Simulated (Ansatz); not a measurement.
# Graphite under LDA: how the Methfessel-Paxton smearing moves the result

How small must the Methfessel-Paxton smearing width be for energy and pressure to settle? The geometry was relaxed under LDA beforehand and stays fixed; 7 values are run, from 0.01 to 1.0 eV. Wanted are the values from which on the energy stays within 10 and 1 meV/atom, and the pressure within 0.5 GPa, of the narrowest run. Within the series other settings stay, but some runs also write fields, which adds to their time. Spin polarisation is left out.

Method: DFT LDA, plane waves with PAW, scalar-relativistic, in Ansatz 0.2.0.

1 further run of the same task is left out (set aside as unsound or not needed).

## Step 1: The system as given

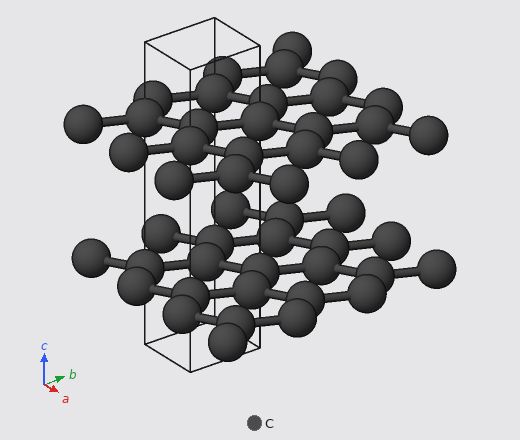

Start, viewed slightly off an axis; carbon dark grey. 2×2×1 cells are drawn. Any atoms on the faces are drawn again on the opposite ones, and bonded neighbours outside are added.

As a file:

```
CELL_PARAMETERS angstrom
2.44500 0.00000 0.00000
-1.22250 2.11743 0.00000
0.00000 0.00000 6.61046
ATOMIC_POSITIONS crystal
C 0.00000 0.00000 0.25000
C 0.00000 0.00000 0.75000
C 0.33333 0.66667 0.25000
C 0.66667 0.33333 0.75000
```

## Step 2: With a width of 0.01 eV

The run at 0.01 eV.

Input file input.yaml:

```yaml
crystal:
  lattice:
    - [2.4449954633, 0.0, 0.0]
    - [-1.2224977317, 2.1174281834, 0.0]
    - [0.0, 0.0, 6.6104633561]
  atoms:
    - { symbol: C, position: [1.0, 1.0, 0.25] }
    - { symbol: C, position: [0.0, 0.0, 0.75] }
    - { symbol: C, position: [0.3333333333, 0.6666666667, 0.25] }
    - { symbol: C, position: [0.6666666667, 0.3333333333, 0.75] }
hamiltonian:
  xc: lda
  pseudopotentials:
    kind: paw
    azcp:
      C: "pseudopotentials/C.paw.azcp"
basis:
  ecutwfc: 420
  fft_grid_basis: typed
kpoints:
  mp_grid: { grid: [15, 15, 5], shift: [0, 0, 0] }
magnetization:
  spin_polarized: false
scf:
  occupations: { method: methfessel_paxton, width: 0.01 }
  lower_state_search: "off"
output:
  stress: true
```

The run is started by

```
$ ansatz run input.yaml --threads 2 --pin off --max-ram 5120MiB --backend cpu --events-out ev --progress --plain --runs-dir out
```

What it wrote:

```text
Warning: <dir> the record states the generating functional pbe (its physics header spells it `PBE`), which answers neither for hamiltonian.xc's functional nor for the lda family's — results may be inconsistent (PPs are generated against a specific XC)
Warning: RAYON_NUM_THREADS=2 ignored (pool sized by the plan → 2); use --threads N
Engine: ansatz 0.2.0, aarch64-unknown-linux-gnu
Pseudopotentials: kind: paw
Pseudopotential: C, paw, valence charge 4, recommended cutoff 420 eV (normal), <dir>
Functional definition: SPW92
  exchange = slater_x
  correlation = pw_c
Crystal: 4 atoms, lattice volume = 34.223 Å³
Basis set: ecut = 420 eV, 653 PW (Γ)
Bands: 12, of which v1, the nominal top of the filled ones, is band 8 counted from 1 (7 counted from 0)
Symmetry: 24 space group operations
Space group: P63/mmc (ITA 194), of the structure as read, at distance tolerance 3.2e-5 Å
k-points: 81 of 1125
Non-local potential: C, projectors of the file, l = 0: 2, l = 1: 2, l = 2: 1
PAW form: soft (Blöchl's): semilocal exchange-correlation on the pseudo side does not see the compensation charge
PAW frozen core: C, regenerated for the run's functional, and the local potential with it (the file was generated under x = pbe(κ = 0.804, μ = 0.2195149727645171), c = pbe(β = 0.06672455060314922))
PAW one-centre angular grid: C, 110 points (default); XC on 64 Gauss nodes
Initial density: superposition of atomic densities (neutral atoms: chi_scale 0, normalization atom), corrected by the library's trained network
Initial wavefunctions: pseudopotential atomic-orbital guess
Functional: x = slater, c = lda
SCF iter   1: F=—  HF=-971.931542 eV  |F-HF|=—  |Δ(HF+E_count)|=         —  Δρ=5.99e-3  dr2=4.44e-3  ethr=1.77e-3  ⟨swp⟩=5.6  Hψ=5488  notcnv=0
preconditioner: auto → none  [insulator: Δε(μ)=0.024 eV  Ē_g=15.755 eV  σ=0.010 eV  W_gap=0.75  n_scr=4 (ndim 8)  ℏωp=25.4 eV  f_vac=0.000  D(μ)=0.97/eV (n_scr^D=4)  ε∞_Penn≈3.6]
SCF iter   2: F=—  HF=-971.931104 eV  |F-HF|=—  |Δ(HF+E_count)|=   4.38e-4  S|Δr|=    0.00e0  Δρ=2.84e-3  dr2=9.93e-4  ethr=2.78e-5  ⟨swp⟩=2.1  Hψ=1941  notcnv=0
SCF iter   3: F=—  HF=-971.930932 eV  |F-HF|=—  |Δ(HF+E_count)|=   1.71e-4  S|Δr|=    0.00e0  Δρ=1.63e-4  dr2=7.05e-6  ethr=6.21e-6  ⟨swp⟩=2.0  Hψ=1278  notcnv=0
SCF iter   4: F=—  HF=-971.930932 eV  |F-HF|=—  |Δ(HF+E_count)|=   4.19e-7  S|Δr|=    0.00e0  Δρ=1.95e-5  dr2=5.21e-8  ethr=6.25e-10  ⟨swp⟩=4.0  Hψ=4732  notcnv=0
SCF iter   5: F=-971.930932 eV  HF=-971.930932 eV  |F-HF|=1.59e-10  |Δ(HF+E_count)|=   1.35e-8  S|Δr|=    0.00e0  Δρ=3.09e-6  dr2=1.74e-9  ethr=3.26e-10  ⟨swp⟩=2.3  Hψ=3511  notcnv=0
SCF 1 converged in 5 iterations: F = -971.930932 eV  dr2 = 1.74e-9
SCF converged after 5 iterations
Stability not checked: this state was not tested for a lower state beside it, because cold or Methfessel-Paxton smearing, or corrected tetrahedra, fill the levels in a way that the test cannot read (fill_not_monotonic; see scf.lower_state_search)
Free energy (F): -971.930932 eV
Harris-Foulkes:  -971.930932 eV  (|F-HF|=1.59e-10)
Internal energy: -971.930922 eV  (E = F + TS)
E sigma→0 (E₀):  -971.930929 eV
Entropy (-TS):   -0.000010 eV (-0.003 meV/atom)
Fermi energy:    7.025530 eV
--- Per-component energies (eV) ---
  E_band       = -33.343349
  E_kinetic    = 366.163588
  E_local      = -605.249981  (includes V_loc(G=0)·N_el)
  E_nonlocal   = 114.293137
  E_hartree    = 179.808463
  E_xc         = -190.731500
  E_vxc        = -237.160527  (∫ρ·V_xc dr)
  E_paw        = -367.849851  (= ΣΔE_a)
  E_vpaw       = -31.005759  (= ΣTr[D̂ρ^β])
  E_aug_tail   = 0.000036  (compensation charges beyond the density's cutoff)
  E_ewald      = -468.616144
  E_core_change = 0.251330  (= ΣΔE_core)
  E_smearing   = -0.000010  (= −TS)
  E_closure    = -0.000000  (closes the sum)
  Σ components = -971.930932   (vs F -971.930932, Δ=0.00e0)
--- Stress (GPa, compression-positive) ---
       -0.035622      -0.000000       0.000000
       -0.000000      -0.035622       0.000000
        0.000000       0.000000       0.114623
  P = ⅓ Tr σ = 0.0145 GPa (0.145 kbar)
```

Run time: 2 s. Hardware: 2 threads of Arm Neoverse V1, shared host; peak memory 0.29 GiB.

## Step 3: With a width of 0.03 eV

The run at 0.03 eV.

input.yaml: that of step 2 with these lines changed.

```diff
@@ -24,3 +24,3 @@
 scf:
-  occupations: { method: methfessel_paxton, width: 0.01 }
+  occupations: { method: methfessel_paxton, width: 0.03 }
   lower_state_search: "off"
```

The run is started by

```
$ ansatz run input.yaml --threads 2 --pin off --max-ram 5120MiB --backend cpu --events-out ev --progress --plain --runs-dir out
```

What it wrote:

```text
Warning: <dir> the record states the generating functional pbe (its physics header spells it `PBE`), which answers neither for hamiltonian.xc's functional nor for the lda family's — results may be inconsistent (PPs are generated against a specific XC)
Warning: RAYON_NUM_THREADS=2 ignored (pool sized by the plan → 2); use --threads N
[... 6 set-up lines as earlier in the session ...]
Crystal: 4 atoms, lattice volume = 34.223 Å³
Basis set: ecut = 420 eV, 653 PW (Γ)
Bands: 12, of which v1, the nominal top of the filled ones, is band 8 counted from 1 (7 counted from 0)
[... 2 set-up lines as earlier in the session ...]
k-points: 81 of 1125
[... 7 set-up lines as earlier in the session ...]
SCF iter   1: F=—  HF=-971.931552 eV  |F-HF|=—  |Δ(HF+E_count)|=         —  Δρ=5.99e-3  dr2=4.44e-3  ethr=1.77e-3  ⟨swp⟩=5.7  Hψ=5384  notcnv=0
preconditioner: auto → none  [insulator: Δε(μ)=0.024 eV  Ē_g=15.755 eV  σ=0.030 eV  W_gap=0.60  n_scr=4 (ndim 8)  ℏωp=25.4 eV  f_vac=0.000  D(μ)=0.68/eV (n_scr^D=2)  ε∞_Penn≈3.6]
SCF iter   2: F=—  HF=-971.931122 eV  |F-HF|=—  |Δ(HF+E_count)|=   4.30e-4  S|Δr|=    0.00e0  Δρ=2.84e-3  dr2=9.94e-4  ethr=2.77e-5  ⟨swp⟩=1.3  Hψ=1718  notcnv=0
SCF iter   3: F=—  HF=-971.930952 eV  |F-HF|=—  |Δ(HF+E_count)|=   1.70e-4  S|Δr|=    0.00e0  Δρ=1.58e-4  dr2=6.68e-6  ethr=6.22e-6  ⟨swp⟩=1.0  Hψ=972  notcnv=0
SCF iter   4: F=—  HF=-971.930950 eV  |F-HF|=—  |Δ(HF+E_count)|=   1.99e-6  S|Δr|=    0.00e0  Δρ=2.03e-5  dr2=5.71e-8  ethr=6.25e-10  ⟨swp⟩=4.1  Hψ=4731  notcnv=0
SCF iter   5: F=-971.930950 eV  HF=-971.930950 eV  |F-HF|=4.43e-10  |Δ(HF+E_count)|=   1.12e-8  S|Δr|=    0.00e0  Δρ=3.22e-6  dr2=2.12e-9  ethr=3.57e-10  ⟨swp⟩=2.5  Hψ=3580  notcnv=0
SCF 1 converged in 5 iterations: F = -971.930950 eV  dr2 = 2.12e-9
SCF converged after 5 iterations
Stability not checked: this state was not tested for a lower state beside it, because cold or Methfessel-Paxton smearing, or corrected tetrahedra, fill the levels in a way that the test cannot read (fill_not_monotonic; see scf.lower_state_search)
Free energy (F): -971.930950 eV
Harris-Foulkes:  -971.930950 eV  (|F-HF|=4.43e-10)
Internal energy: -971.930883 eV  (E = F + TS)
E sigma→0 (E₀):  -971.930933 eV
Entropy (-TS):   -0.000067 eV (-0.017 meV/atom)
Fermi energy:    7.029241 eV
--- Per-component energies (eV) ---
  E_band       = -33.343137
  E_kinetic    = 366.163884
  E_local      = -605.250537  (includes V_loc(G=0)·N_el)
  E_nonlocal   = 114.293196
  E_hartree    = 179.808779
  E_xc         = -190.731545
  E_vxc        = -237.160586  (∫ρ·V_xc dr)
  E_paw        = -367.849883  (= ΣΔE_a)
  E_vpaw       = -31.005790  (= ΣTr[D̂ρ^β])
  E_aug_tail   = 0.000036  (compensation charges beyond the density's cutoff)
  E_ewald      = -468.616144
  E_core_change = 0.251330  (= ΣΔE_core)
  E_smearing   = -0.000067  (= −TS)
  E_closure    = -0.000000  (closes the sum)
  Σ components = -971.930950   (vs F -971.930950, Δ=0.00e0)
--- Stress (GPa, compression-positive) ---
       -0.035975       0.000000       0.000000
       -0.000000      -0.035975       0.000000
        0.000000       0.000000       0.116638
  P = ⅓ Tr σ = 0.0149 GPa (0.149 kbar)
```

It took 0.99 s on 2 threads of Arm Neoverse V1, shared host; peak memory 0.29 GiB.

## Step 4: With a width of 0.1 eV

The run at 0.1 eV.

input.yaml: that of step 3 with these lines changed.

```diff
@@ -24,3 +24,3 @@
 scf:
-  occupations: { method: methfessel_paxton, width: 0.03 }
+  occupations: { method: methfessel_paxton, width: 0.1 }
   lower_state_search: "off"
```

The run is started by

```
$ ansatz run input.yaml --threads 2 --pin off --max-ram 5120MiB --backend cpu --events-out ev --progress --plain --runs-dir out
```

What it wrote:

```text
Warning: <dir> the record states the generating functional pbe (its physics header spells it `PBE`), which answers neither for hamiltonian.xc's functional nor for the lda family's — results may be inconsistent (PPs are generated against a specific XC)
Warning: RAYON_NUM_THREADS=2 ignored (pool sized by the plan → 2); use --threads N
[... 6 set-up lines as earlier in the session ...]
Crystal: 4 atoms, lattice volume = 34.223 Å³
Basis set: ecut = 420 eV, 653 PW (Γ)
Bands: 12, of which v1, the nominal top of the filled ones, is band 8 counted from 1 (7 counted from 0)
[... 2 set-up lines as earlier in the session ...]
k-points: 81 of 1125
[... 7 set-up lines as earlier in the session ...]
SCF iter   1: F=—  HF=-971.931763 eV  |F-HF|=—  |Δ(HF+E_count)|=         —  Δρ=5.98e-3  dr2=4.43e-3  ethr=1.77e-3  ⟨swp⟩=5.1  Hψ=5150  notcnv=0
preconditioner: auto → none  [metal: Δε(μ)=0.024 eV  Ē_g=15.755 eV  σ=0.100 eV  W_gap=0.20  n_scr=4 (ndim 8)  ℏωp=25.4 eV  f_vac=0.000  D(μ)=0.29/eV (n_scr^D=2)  sad-step TF]
SCF iter   2: F=—  HF=-971.931512 eV  |F-HF|=—  |Δ(HF+E_count)|=   2.51e-4  S|Δr|=    0.00e0  Δρ=3.37e-3  dr2=1.70e-3  ethr=2.77e-5  ⟨swp⟩=1.5  Hψ=1790  notcnv=0
SCF iter   3: F=—  HF=-971.931227 eV  |F-HF|=—  |Δ(HF+E_count)|=   2.84e-4  S|Δr|=    0.00e0  Δρ=2.09e-4  dr2=8.56e-6  ethr=1.06e-5  ⟨swp⟩=1.0  Hψ=972  notcnv=0
SCF iter   4: F=—  HF=-971.931231 eV  |F-HF|=—  |Δ(HF+E_count)|=   3.88e-6  S|Δr|=    0.00e0  Δρ=4.82e-5  dr2=2.61e-7  ethr=5.35e-8  ⟨swp⟩=2.3  Hψ=1538  notcnv=0
SCF iter   5: F=-971.931232 eV  HF=-971.931232 eV  |F-HF|=1.27e-8  |Δ(HF+E_count)|=   2.93e-7  S|Δr|=    0.00e0  Δρ=7.93e-6  dr2=1.66e-8  ethr=6.25e-10  ⟨swp⟩=4.9  Hψ=3527  notcnv=0
SCF 1 converged in 5 iterations: F = -971.931232 eV  dr2 = 1.66e-8
SCF converged after 5 iterations
Stability not checked: this state was not tested for a lower state beside it, because cold or Methfessel-Paxton smearing, or corrected tetrahedra, fill the levels in a way that the test cannot read (fill_not_monotonic; see scf.lower_state_search)
Free energy (F): -971.931232 eV
Harris-Foulkes:  -971.931232 eV  (|F-HF|=1.27e-8)
Internal energy: -971.930772 eV  (E = F + TS)
E sigma→0 (E₀):  -971.931117 eV
Entropy (-TS):   -0.000459 eV (-0.115 meV/atom)
Fermi energy:    7.029517 eV
--- Per-component energies (eV) ---
  E_band       = -33.342067
  E_kinetic    = 366.164480
  E_local      = -605.251542  (includes V_loc(G=0)·N_el)
  E_nonlocal   = 114.293225
  E_hartree    = 179.809411
  E_xc         = -190.731641
  E_vxc        = -237.160712  (∫ρ·V_xc dr)
  E_paw        = -367.849927  (= ΣΔE_a)
  E_vpaw       = -31.005897  (= ΣTr[D̂ρ^β])
  E_aug_tail   = 0.000036  (compensation charges beyond the density's cutoff)
  E_ewald      = -468.616144
  E_core_change = 0.251330  (= ΣΔE_core)
  E_smearing   = -0.000459  (= −TS)
  E_closure    = 0.000000  (closes the sum)
  Σ components = -971.931232   (vs F -971.931232, Δ=0.00e0)
--- Stress (GPa, compression-positive) ---
       -0.036510      -0.000000       0.000000
       -0.000000      -0.036510       0.000000
        0.000000       0.000000       0.122697
  P = ⅓ Tr σ = 0.0166 GPa (0.166 kbar)
```

It took 0.86 s on 2 threads of Arm Neoverse V1, shared host; peak memory 0.29 GiB.

## Step 5: With a width of 0.2 eV

The run at 0.2 eV.

input.yaml: that of step 4 with these lines changed.

```diff
@@ -24,3 +24,3 @@
 scf:
-  occupations: { method: methfessel_paxton, width: 0.1 }
+  occupations: { method: methfessel_paxton, width: 0.2 }
   lower_state_search: "off"
```

The run is started by

```
$ ansatz run input.yaml --threads 2 --pin off --max-ram 5120MiB --backend cpu --events-out ev --progress --plain --runs-dir out
```

What it wrote:

```text
Warning: <dir> the record states the generating functional pbe (its physics header spells it `PBE`), which answers neither for hamiltonian.xc's functional nor for the lda family's — results may be inconsistent (PPs are generated against a specific XC)
Warning: RAYON_NUM_THREADS=2 ignored (pool sized by the plan → 2); use --threads N
[... 6 set-up lines as earlier in the session ...]
Crystal: 4 atoms, lattice volume = 34.223 Å³
Basis set: ecut = 420 eV, 653 PW (Γ)
Bands: 12, of which v1, the nominal top of the filled ones, is band 8 counted from 1 (7 counted from 0)
[... 2 set-up lines as earlier in the session ...]
k-points: 81 of 1125
[... 7 set-up lines as earlier in the session ...]
SCF iter   1: F=—  HF=-971.932164 eV  |F-HF|=—  |Δ(HF+E_count)|=         —  Δρ=5.96e-3  dr2=4.42e-3  ethr=1.77e-3  ⟨swp⟩=4.5  Hψ=5057  notcnv=0
preconditioner: auto → none  [metal: Δε(μ)=0.024 eV  Ē_g=15.755 eV  σ=0.200 eV  W_gap=0.10  n_scr=4 (ndim 8)  ℏωp=25.4 eV  f_vac=0.000  D(μ)=0.15/eV (n_scr^D=0)  sad-step TF]
SCF iter   2: F=—  HF=-971.931936 eV  |F-HF|=—  |Δ(HF+E_count)|=   2.28e-4  S|Δr|=    0.00e0  Δρ=3.38e-3  dr2=1.71e-3  ethr=2.76e-5  ⟨swp⟩=1.6  Hψ=1825  notcnv=0
SCF iter   3: F=—  HF=-971.931650 eV  |F-HF|=—  |Δ(HF+E_count)|=   2.85e-4  S|Δr|=    0.00e0  Δρ=2.18e-4  dr2=8.89e-6  ethr=1.07e-5  ⟨swp⟩=1.0  Hψ=978  notcnv=0
SCF iter   4: F=—  HF=-971.931654 eV  |F-HF|=—  |Δ(HF+E_count)|=   3.78e-6  S|Δr|=    0.00e0  Δρ=4.87e-5  dr2=2.78e-7  ethr=5.55e-8  ⟨swp⟩=2.2  Hψ=1554  notcnv=0
SCF iter   5: F=-971.931654 eV  HF=-971.931654 eV  |F-HF|=1.56e-8  |Δ(HF+E_count)|=   2.52e-7  S|Δr|=    0.00e0  Δρ=8.87e-6  dr2=2.13e-8  ethr=6.25e-10  ⟨swp⟩=5.0  Hψ=3553  notcnv=0
SCF 1 converged in 5 iterations: F = -971.931654 eV  dr2 = 2.13e-8
SCF converged after 5 iterations
Stability not checked: this state was not tested for a lower state beside it, because cold or Methfessel-Paxton smearing, or corrected tetrahedra, fill the levels in a way that the test cannot read (fill_not_monotonic; see scf.lower_state_search)
Free energy (F): -971.931654 eV
Harris-Foulkes:  -971.931654 eV  (|F-HF|=1.56e-8)
Internal energy: -971.930845 eV  (E = F + TS)
E sigma→0 (E₀):  -971.931452 eV
Entropy (-TS):   -0.000809 eV (-0.202 meV/atom)
Fermi energy:    7.029580 eV
--- Per-component energies (eV) ---
  E_band       = -33.341435
  E_kinetic    = 366.164030
  E_local      = -605.250670  (includes V_loc(G=0)·N_el)
  E_nonlocal   = 114.293065
  E_hartree    = 179.808959
  E_xc         = -190.731577
  E_vxc        = -237.160631  (∫ρ·V_xc dr)
  E_paw        = -367.849875  (= ΣΔE_a)
  E_vpaw       = -31.005895  (= ΣTr[D̂ρ^β])
  E_aug_tail   = 0.000036  (compensation charges beyond the density's cutoff)
  E_ewald      = -468.616144
  E_core_change = 0.251330  (= ΣΔE_core)
  E_smearing   = -0.000809  (= −TS)
  E_closure    = -0.000000  (closes the sum)
  Σ components = -971.931654   (vs F -971.931654, Δ=0.00e0)
--- Stress (GPa, compression-positive) ---
       -0.035700      -0.000000       0.000000
       -0.000000      -0.035700       0.000000
        0.000000       0.000000       0.121698
  P = ⅓ Tr σ = 0.0168 GPa (0.168 kbar)
```

Run time: 0.96 s. Hardware: 2 threads of Arm Neoverse V1, shared host; peak memory 0.29 GiB.

## Step 6: With a width of 0.3 eV

The run at 0.3 eV.

input.yaml: that of step 5 with these lines changed.

```diff
@@ -24,3 +24,3 @@
 scf:
-  occupations: { method: methfessel_paxton, width: 0.2 }
+  occupations: { method: methfessel_paxton, width: 0.3 }
   lower_state_search: "off"
@@ -28 +28,5 @@
   stress: true
+  write_density: true
+  write_potential: true
+  elf: true
+  volumetric_format: npy
```

The run is started by

```
$ ansatz run input.yaml --threads 2 --pin off --max-ram 5120MiB --backend cpu --events-out ev --progress --plain --runs-dir out
```

What it wrote:

```text
Warning: <dir> the record states the generating functional pbe (its physics header spells it `PBE`), which answers neither for hamiltonian.xc's functional nor for the lda family's — results may be inconsistent (PPs are generated against a specific XC)
Warning: RAYON_NUM_THREADS=2 ignored (pool sized by the plan → 2); use --threads N
[... 6 set-up lines as earlier in the session ...]
Crystal: 4 atoms, lattice volume = 34.223 Å³
Basis set: ecut = 420 eV, 653 PW (Γ)
Bands: 12, of which v1, the nominal top of the filled ones, is band 8 counted from 1 (7 counted from 0)
[... 2 set-up lines as earlier in the session ...]
k-points: 81 of 1125
[... 7 set-up lines as earlier in the session ...]
SCF iter   1: F=—  HF=-971.932648 eV  |F-HF|=—  |Δ(HF+E_count)|=         —  Δρ=5.96e-3  dr2=4.41e-3  ethr=1.77e-3  ⟨swp⟩=5.0  Hψ=5030  notcnv=0
preconditioner: auto → none  [metal: Δε(μ)=0.024 eV  Ē_g=15.755 eV  σ=0.300 eV  W_gap=0.07  n_scr=4 (ndim 8)  ℏωp=25.4 eV  f_vac=0.000  D(μ)=0.11/eV (n_scr^D=0)  sad-step TF]
SCF iter   2: F=—  HF=-971.932353 eV  |F-HF|=—  |Δ(HF+E_count)|=   2.95e-4  S|Δr|=    0.00e0  Δρ=3.38e-3  dr2=1.71e-3  ethr=2.76e-5  ⟨swp⟩=1.6  Hψ=1829  notcnv=0
SCF iter   3: F=—  HF=-971.932064 eV  |F-HF|=—  |Δ(HF+E_count)|=   2.89e-4  S|Δr|=    0.00e0  Δρ=2.22e-4  dr2=8.49e-6  ethr=1.07e-5  ⟨swp⟩=1.0  Hψ=978  notcnv=0
SCF iter   4: F=—  HF=-971.932066 eV  |F-HF|=—  |Δ(HF+E_count)|=   2.19e-6  S|Δr|=    0.00e0  Δρ=4.98e-5  dr2=3.09e-7  ethr=5.30e-8  ⟨swp⟩=2.1  Hψ=1530  notcnv=0
SCF iter   5: F=-971.932066 eV  HF=-971.932066 eV  |F-HF|=2.48e-8  |Δ(HF+E_count)|=   2.93e-7  S|Δr|=    0.00e0  Δρ=1.09e-5  dr2=3.26e-8  ethr=6.25e-10  ⟨swp⟩=10.0  Hψ=7308  notcnv=0
SCF 1 converged in 5 iterations: F = -971.932066 eV  dr2 = 3.26e-8
SCF converged after 5 iterations
Stability not checked: this state was not tested for a lower state beside it, because cold or Methfessel-Paxton smearing, or corrected tetrahedra, fill the levels in a way that the test cannot read (fill_not_monotonic; see scf.lower_state_search)
Free energy (F): -971.932066 eV
Harris-Foulkes:  -971.932066 eV  (|F-HF|=2.48e-8)
Internal energy: -971.930897 eV  (E = F + TS)
E sigma→0 (E₀):  -971.931774 eV
Entropy (-TS):   -0.001169 eV (-0.292 meV/atom)
Fermi energy:    7.027381 eV
--- Per-component energies (eV) ---
  E_band       = -33.341715
  E_kinetic    = 366.164709
  E_local      = -605.252294  (includes V_loc(G=0)·N_el)
  E_nonlocal   = 114.293247
  E_hartree    = 179.809890
  E_xc         = -190.731716
  E_vxc        = -237.160810  (∫ρ·V_xc dr)
  E_paw        = -367.849956  (= ΣΔE_a)
  E_vpaw       = -31.005959  (= ΣTr[D̂ρ^β])
  E_aug_tail   = 0.000036  (compensation charges beyond the density's cutoff)
  E_ewald      = -468.616144
  E_core_change = 0.251330  (= ΣΔE_core)
  E_smearing   = -0.001169  (= −TS)
  E_closure    = -0.000000  (closes the sum)
  Σ components = -971.932066   (vs F -971.932066, Δ=0.00e0)
--- Stress (GPa, compression-positive) ---
       -0.038518      -0.000000       0.000000
        0.000000      -0.038518       0.000000
        0.000000       0.000000       0.127105
  P = ⅓ Tr σ = 0.0167 GPa (0.167 kbar)
--- Band table (eV; the first three rows and the last of 81) ---
  k-point 0: bands = ["-12.6001", "-12.2448", "-1.7696", "0.4251", "4.0544", "4.0544", "4.0748", "4.0748", "10.9884", "15.5030", "15.5030", "15.5621"]
  k-point 1: bands = ["-12.5685", "-12.2813", "-1.5933", "0.1666", "4.0565", "4.0565", "4.0730", "4.0730", "11.5041", "15.5085", "15.5085", "15.5552"]
  k-point 2: bands = ["-12.4836", "-12.3740", "-1.1081", "-0.4449", "4.0622", "4.0622", "4.0689", "4.0689", "12.8724", "14.7230", "15.5235", "15.5235"]
  k-point 80: bands = ["-5.4203", "-5.3784", "-5.3784", "-5.3521", "-3.6996", "-3.6996", "6.8015", "7.0468", "7.0468", "7.2611", "16.9704", "16.9704"]
```

It took 1.3 s on 2 threads of Arm Neoverse V1, shared host; peak memory 0.3 GiB.

[end of part 1 of 2]
